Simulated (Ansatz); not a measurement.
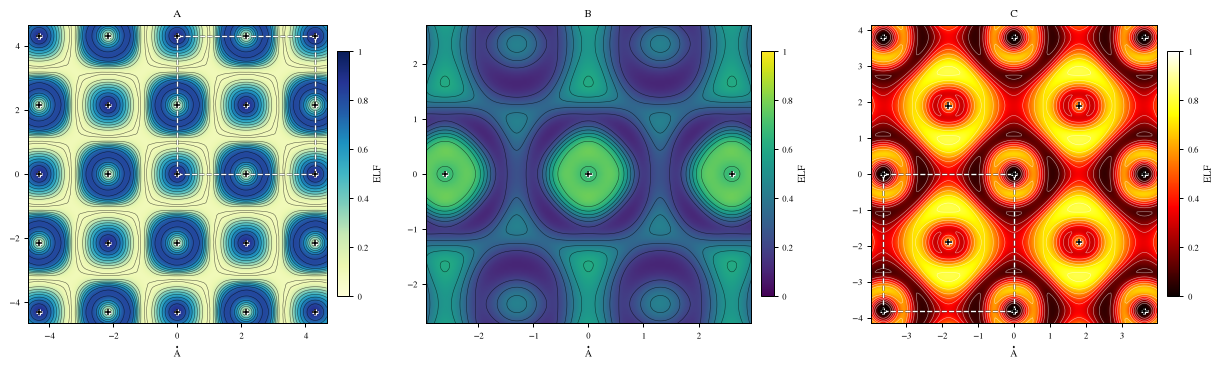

The electron localisation function of 3 systems, each on a plane through atoms (crosses mark nuclei in the plane).

The calculation used Ansatz 0.2.0, Kohn-Sham DFT of a periodic cell, PBEsol, Ansatz PAW.

System 1: TiSi, the (010) plane of the conventional cell. Space group Cmmm; a structure from a database of computed crystals, not necessarily the ambient phase; computed pressure about −4 GPa in this cell.

```cif
data_structure
_symmetry_space_group_name_H-M 'P 1'
_symmetry_Int_Tables_number 1
_cell_length_a 3.6324
_cell_length_b 4.2352
_cell_length_c 3.8039
_cell_angle_alpha 90.000
_cell_angle_beta 90.000
_cell_angle_gamma 90.000
_cell_volume 58.52
loop_
_atom_site_label
_atom_site_type_symbol
_atom_site_fract_x
_atom_site_fract_y
_atom_site_fract_z
_atom_site_occupancy
Ti1 Ti 0.00000 0.50000 0.00000 1
Ti2 Ti 0.50000 0.00000 0.00000 1
Si1 Si 0.00000 0.00000 0.50000 1
Si2 Si 0.50000 0.50000 0.50000 1
```

System 2: FeO, the (001) plane of the conventional cell. Space group Fm-3m; computed pressure about −9 GPa in this cell; spin-polarised.

```cif
data_structure
_symmetry_space_group_name_H-M 'P 1'
_symmetry_Int_Tables_number 1
_cell_length_a 4.3108
_cell_length_b 4.3108
_cell_length_c 4.3108
_cell_angle_alpha 90.000
_cell_angle_beta 90.000
_cell_angle_gamma 90.000
_cell_volume 80.11
loop_
_atom_site_label
_atom_site_type_symbol
_atom_site_fract_x
_atom_site_fract_y
_atom_site_fract_z
_atom_site_occupancy
Fe1 Fe 0.00000 0.00000 0.00000 1
Fe2 Fe 0.50000 0.50000 0.00000 1
Fe3 Fe 0.50000 0.00000 0.50000 1
Fe4 Fe 0.00000 0.50000 0.50000 1
O1 O 0.50000 0.00000 0.00000 1
O2 O 0.00000 0.50000 0.00000 1
O3 O 0.00000 0.00000 0.50000 1
O4 O 0.50000 0.50000 0.50000 1
```

System 3: V, the (100) plane of the conventional cell. Space group P6₃/mmc; a structure from a database of computed crystals, not necessarily the ambient phase; computed pressure about −7 GPa in this cell; the program warned that no starting moments were given; spin-polarised, but the moments vanished.

```yaml
crystal:
  lattice:
    - [2.60429, 0.00000, 0.00000]
    - [-1.30215, 2.25538, 0.00000]
    - [0.00000, 0.00000, 4.72334]
  atoms:
    - { symbol: V, position: [0.33333, 0.66667, 0.25000] }
    - { symbol: V, position: [0.66667, 0.33333, 0.75000] }
```

Which map belongs to which system?

Answer. Panel A is system 2, FeO: the plane holds Fe and O. Fe–O (2.16 Å): the ELF peaks at about 0.80 in the valence shell of O, 0.6 Å from its nucleus, and is about 0.15 at the midpoint; no localised pair shows between them. Panel B is system 3, V: the plane holds V. V–V (2.60 Å): the ELF is about 0.25 at the midpoint: no shared electron pair shows on this line. Panel C is system 1, TiSi: the plane holds Ti and Si. Ti–Si (2.63 Å): the ELF peaks at about 0.75 in the valence shell of Si, 0.9 Å from its nucleus, and is about 0.40 at the midpoint.
